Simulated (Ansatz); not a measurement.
The calculation's input:

```
crystal:
  lattice:
    - [3.9976142537, 0.0, 0.0]
    - [-1.9988071268, 3.4620354983, 0.0]
    - [0.0, 0.0, 6.5928200248]
  atoms:
    - { symbol: Ge, position: [0.3333333333, 0.6666666667, 0.0003696474] }
    - { symbol: Ge, position: [0.6666666667, 0.3333333333, 0.5003696474] }
    - { symbol: Ge, position: [0.3333333333, 0.6666666667, 0.3746303526] }
    - { symbol: Ge, position: [0.6666666667, 0.3333333333, 0.8746303526] }
kpoints:
  mp_grid: { grid: [6, 6, 4] }
  band_path:
    path:
      - [0.0, 0.0, 0.0]
      - [0.5, 0.0, 0.0]
      - [0.3333333333, 0.3333333333, 0.0]
      - [0.0, 0.0, 0.5]
      - [0.5, 0.0, 0.5]
      - [0.3333333333, 0.3333333333, 0.5]
      - [0.0, 0.0, 0.05]
      - [0.0, 0.0, 0.15]
    npoints: 1
hamiltonian:
  xc: pbe0
scf:
  occupations: { method: fixed }
  n_extra_bands: 5
output:
  forces: true
  stress: true
  eigenvalues: true
  write_density: true
  write_potential: true
  elf: true
  volumetric_format: npy
```

Run with:

```sh
ansatz run input.yaml --threads 4 --pin off --max-ram 7372MiB --backend cpu --events-out ev --progress --plain --runs-dir out
```

Below, planes, directions and counts refer to the conventional cell (a = 4.00 Å, b = 4.00 Å, c = 6.59 Å, α = 90.00°, β = 90.00°, γ = 120.00°).

Space group P6₃/mmc; started from the lonsdaleite (2H) prototype, which need not be the ambient phase.

Level of theory: Ansatz, DFT, PBE0, plane waves, PAW.

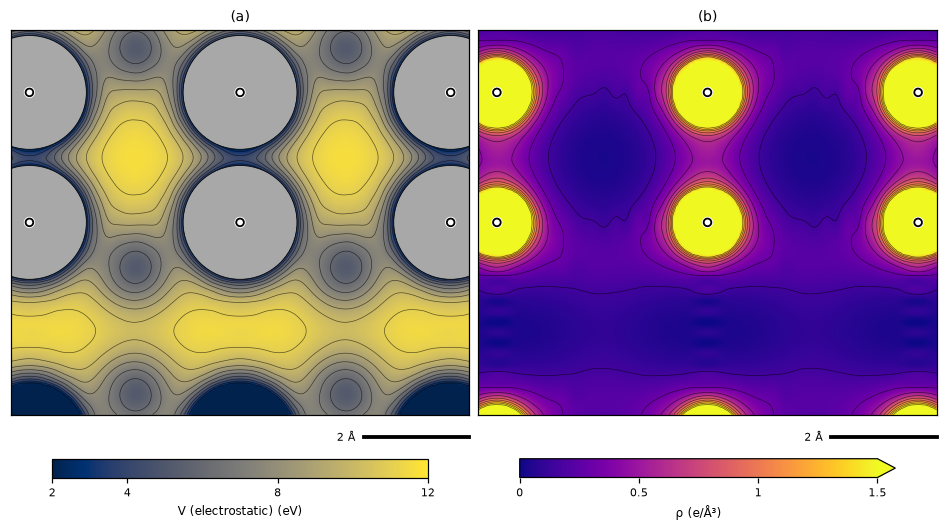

Ge. (a) electrostatic potential energy of an electron; (b) valence electron density on the (100) plane of the conventional cell. Circles mark the nuclei in the plane (Ge). Grey discs cover the atomic cores in the potential map.

The density is the valence pseudo-density of a PAW calculation; it isn't the true density close to the nuclei.

### What does the map show?

The section cuts through Ge sites.
Ge–Ge (2.47 Å): ρ at the midpoint is about 0.5 e/Å³.
The density dies away to nearly zero in the voids.
Outside the cores the potential energy rises away from the atoms and is highest about 2.3 Å from the nearest atoms; its zero is arbitrary.

### Does the calculation make it a metal, or give it a gap?

It is gapped, with a Kohn–Sham gap of 0.98 eV on the k-point mesh (the band edges may lie off the mesh, which would make the gap smaller).
